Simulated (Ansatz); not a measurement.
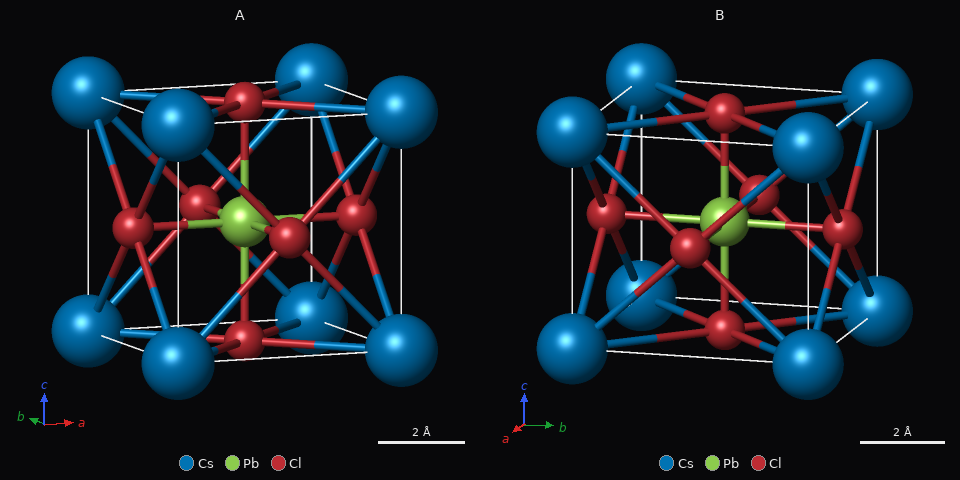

Two structures of CsPbCl3, each relaxed to rest (conventional cells in solid outline, small ones repeated, each panel with its own scale). Method: DFT PBEsol, scalar-relativistic, plane waves, PAW (Ansatz 0.2.0), without spin polarisation.

Question: What are the structures shown?

Answer: A: cubic perovskite, Pm-3m; B: 5 atoms a cell on a primitive tetragonal lattice, P4/mmm.

Question: Rank them by energy, lowest first.

Answer: A, then B (+41 meV/atom), energies at zero smearing.

Question: Collect the results in a table.

Answer:
| panel | structure | E − E(lowest) (meV/atom) | volume (Å³/atom) | gap (eV) |
| --- | --- | --- | --- | --- |
| A | Pm-3m | 0 | 35.5 | 1.83 |
| B | P4/mmm | 41 | 36.9 | 1.62 |

Question: The same structures were relaxed again with PBE. Does the order change?

Answer: No, every level gives the same order.

| panel | PBEsol (meV/atom) | PBE (meV/atom) |
| --- | --- | --- |
| A | 0 | 0 |
| B | 41 | 5 |

Some of these may be structure types tried for this composition rather than known phases, and the most stable form need not be among them. Gaps are taken on the k-mesh or band path of each run.
